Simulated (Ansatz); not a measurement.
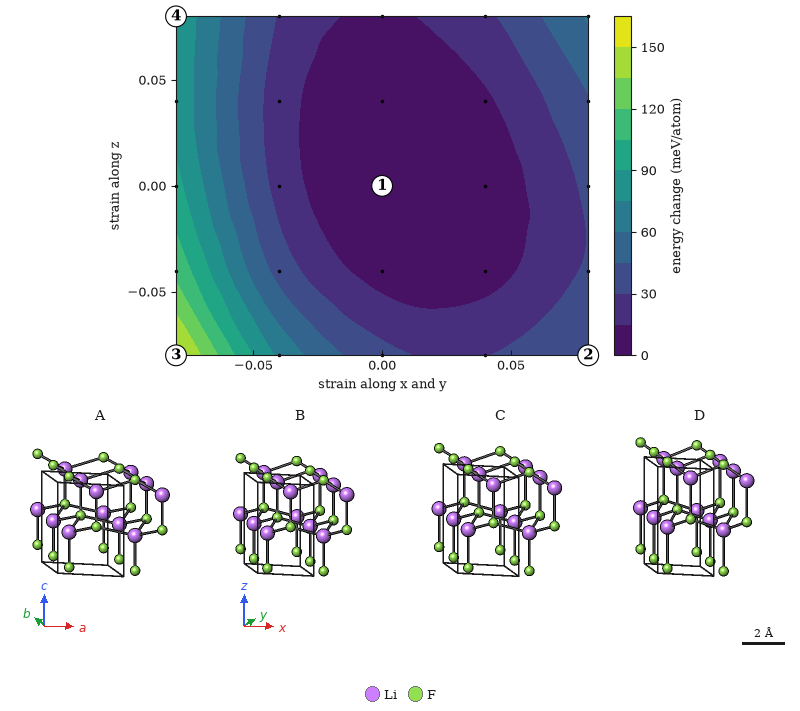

A scan of crystalline LiF (P6_3mc): the cell is strained equally along x and y and separately along z, with the atoms kept at their fractional coordinates. x, y and z are the Cartesian axes of the input. The map is interpolated between the computed points (dots). The frames are shuffled; each belongs to one numbered point. A ball-and-stick model of the cell of the calculation, repeated 2 × 3 × 1 with one cell outlined, seen slightly off an axis.

These are results of Ansatz, DFT PBEsol, scalar-relativistic, plane waves, PAW, not measurements. (plane-wave cutoff 420 eV; k-point mesh 9 × 9 × 6; occupations gaussian; smearing width 0.05 eV; no spin polarisation). Energies (free energies at the smearing named) are counted from the cell as listed in its source, which wasn't relaxed.

Q: Which frame belongs to which numbered point?

A: Point 1 is frame C, at (0.000, 0.000) and 0.0 meV/atom; 2 is frame A, at (0.080, −0.080) and 46.3 meV/atom; 3 is frame B, at (−0.080, −0.080) and 156.2 meV/atom; 4 is frame D, at (−0.080, 0.080) and 86.9 meV/atom. In pairs of (strain along x and y; strain along z): the lowest computed point lies at (0.000, 0.000) (0.0 meV/atom), the highest at (−0.080, −0.080) (156.2 meV/atom). The valley is tilted: raising the in-plane strain is made harder by raising the strain along z (cross term 0.26 of the geometric mean of the two curvatures). Over the ranges scanned the energy rises more along the first axis, the in-plane strain. The pressure runs from −7.4 GPa at (0.080, 0.080) to 26.7 GPa at (−0.080, −0.080).
